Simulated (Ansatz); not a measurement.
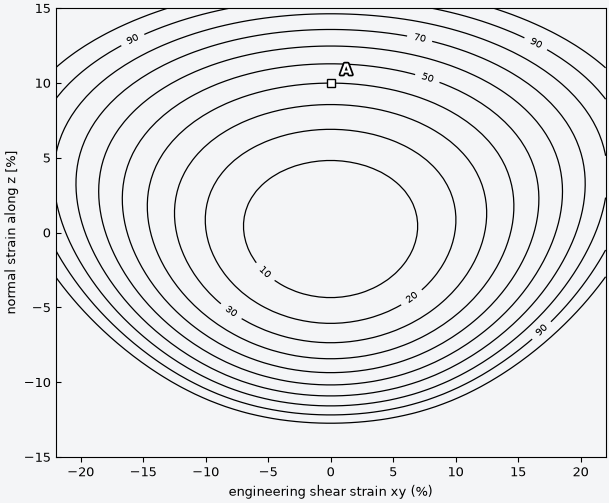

Ti (Im-3m, No. 229; 1 atom in the cell). The energy is mapped over two homogeneous strains (x, y and z along the cube axes). The first coordinate is: engineering shear strain xy; the second: normal strain along z. Nothing is relaxed (symmetry fixes all fractional coordinates). The scan uses a 7 × 7 grid; 28 points were computed and 21 follow by symmetry. Points are written as (first, second). Energies are in meV/atom, from the lowest grid point. The calculation used DFT PBE, scalar-relativistic, plane waves, PAW (Ansatz). Settings: cutoff 520 eV, k-mesh 20×20×20, gaussian smearing 0.15 eV, no spin polarisation.

In the figure: contour lines labelled in meV/atom (none above 100), the point A. Between grid points the surface is interpolated.

Which way does the force act at A, and how strong is it?

Answer. A, at (0.0 %, 10 %), is not a stationary point. The computed force is nearly zero along engineering shear strain xy and 7.4 meV/atom for each 1 % towards smaller values of normal strain along z.

PAW datasets: the set soft_1.
